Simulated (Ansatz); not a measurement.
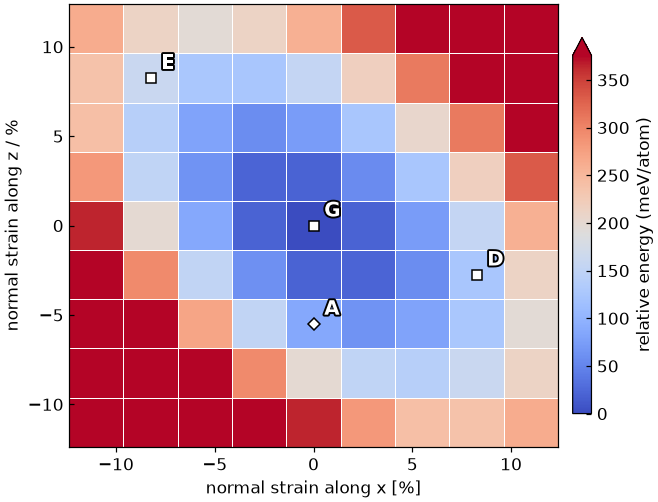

Re (Fm-3m, No. 225; 1 atom in the cell). 
- The energy is mapped over two homogeneous strains (x, y and z along the cube axes).
- The first coordinate is: normal strain along x; the second: normal strain along z.
- Nothing is relaxed (symmetry fixes all fractional coordinates).
- The grid has 9 × 9 points; 45 points were computed and 36 follow by symmetry.
- Points are written as (first, second).
- Energies: meV/atom, counted from the lowest grid point.
- The cutoff or the k-mesh is coarse on purpose, so the values aren't converged.
- These are results of DFT PBE, scalar-relativistic, plane waves, PAW (Ansatz), not measurements. Settings: cutoff 420 eV, k-mesh 10×10×10, gaussian smearing 0.15 eV, no spin polarisation.

In the figure: one coloured cell a grid point, one colour for all values above the top of the scale, lettered points.

Is G the lowest point of the computed grid?

Answer. Yes. G, at (0.00 %, 0.00 %), has the lowest energy of the grid.

Which space group has the cell at each letter?

Answer. A: I4/mmm; D: Fmmm; E: Fmmm; G: Fm-3m.

Rank the lettered points by energy, lowest first.

Answer. G (0 meV/atom), A (86 meV/atom), D (125 meV/atom), E (161 meV/atom).
